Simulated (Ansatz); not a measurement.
# VBiO$_{4}$: what the fields show

The calculation's input:

```
crystal:
  lattice:
    - [3.6235830947, -5.8486, 0.0]
    - [3.6235830947, 5.8486, 0.0]
    - [-3.5500110127, 0.0, 3.6473943918]
  atoms:
    - { symbol: V, position: [0.87, 0.13, 0.75] }
    - { symbol: V, position: [0.13, 0.87, 0.25] }
    - { symbol: Bi, position: [0.3665, 0.6335, 0.75] }
    - { symbol: Bi, position: [0.6335, 0.3665, 0.25] }
    - { symbol: O, position: [0.9383, 0.3547, 0.6388] }
    - { symbol: O, position: [0.6453, 0.0617, 0.8612] }
    - { symbol: O, position: [0.0617, 0.6453, 0.3612] }
    - { symbol: O, position: [0.3547, 0.9383, 0.1388] }
    - { symbol: O, position: [0.8113, 0.7099, 0.8796] }
    - { symbol: O, position: [0.2901, 0.1887, 0.6204] }
    - { symbol: O, position: [0.1887, 0.2901, 0.1204] }
    - { symbol: O, position: [0.7099, 0.8113, 0.3796] }
basis:
  ecutwfc: 500
kpoints:
  mp_grid: { grid: [6, 6, 6] }
hamiltonian:
  xc: r2scan
scf:
  occupations: { method: gaussian, width: 0.02 }
output:
  forces: true
  stress: true
  eigenvalues: true
  write_density: true
  write_potential: true
  elf: true
  volumetric_format: npy
relax:
  adjacent_minimum: "off"
  f_tol: 0.02
  max_steps: 70
  cell: { stress_tol: 0.1 }
```

Launched as:

```sh
ansatz run input.yaml --threads 2 --pin off --max-ram 5120MiB --backend cpu --events-out ev --progress --plain --runs-dir out
```

Below, planes, directions and counts refer to the conventional cell (a = 5.12 Å, b = 5.12 Å, c = 11.62 Å, α = 90.00°, β = 90.00°, γ = 90.00°).

The fields are those of the relaxed geometry.

Space group I4₁/a; computed without spin polarisation.

All numbers below come from DFT r2SCAN, scalar-relativistic, plane waves, PAW in Ansatz 0.2.0.

The density is the valence pseudo-density of a PAW calculation; it isn't the true density close to the nuclei.

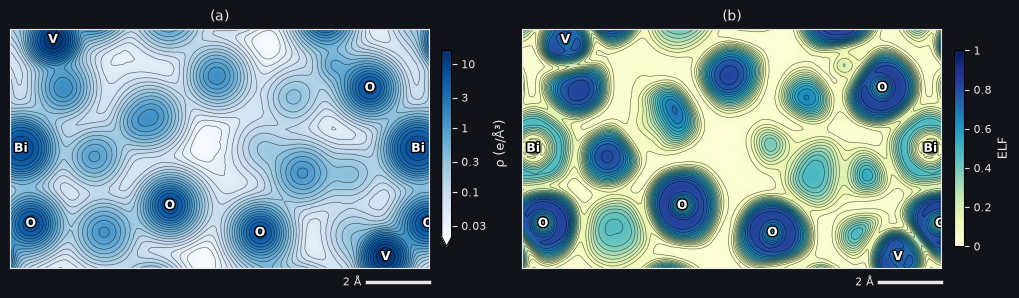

Figure 1. (a) valence pseudo-density; (b) electron localisation function on the (111) plane of the conventional cell.

**Describe what can be read from this map.**

Atoms in the plane: V, Bi and O.
Atoms just off the plane (V, 0.9 Å away, Bi, 0.9 Å away and O, 0.7 Å away) can leave unmarked features too.
V–O (1.72 Å): ρ is about 1.3 e/Å³ halfway; the ELF peaks at about 0.80 in the valence shell of O, 0.5 Å from its nucleus, and is about 0.30 at the midpoint; no localised pair shows between them.
Bi–O (2.43 Å): the density is about 0.37 e/Å³ at the midpoint; the ELF is about 0.20 at the midpoint: no localised pair shows between them.
Bi–O (2.47 Å): the density is about 0.33 e/Å³ at the midpoint; the ELF is about 0.15 at the midpoint: no shared electron pair shows on this line.
Between the atoms the lowest density in this plane is 0.02 e/Å³.
The features right at V and Bi lie inside the PAW spheres, where the map follows smoothed inner orbitals and isn't to be read closely.

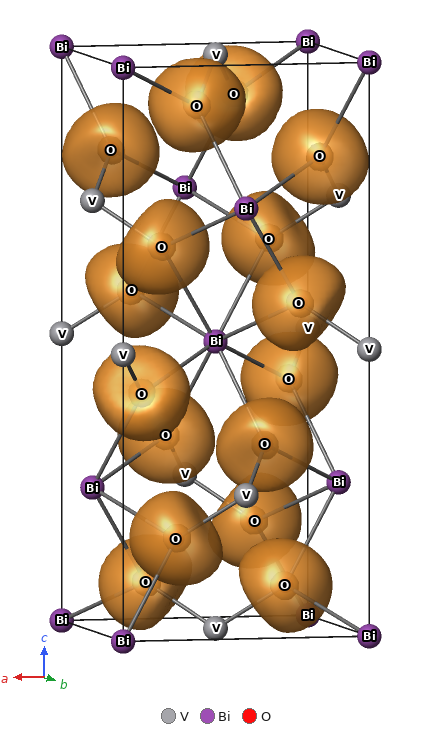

Figure 2. Isosurface of the ELF at 0.6 (orange), seen at an oblique angle. Core shells and regions of very low density are left out. Sticks mark near contacts.

**Identify the bonds, lone pairs and shells in this picture.**

The surface consists of 16 regions wrapped around O (the valence shell of each), counted in one cell of 24 atoms. Any copies at cell faces, edges or corners count once.

**Metal or insulator at this level of theory?**

It is gapped, with a Kohn–Sham gap of 2.5 eV on the k-point mesh (the band edges may lie off the mesh, which would make the gap smaller).
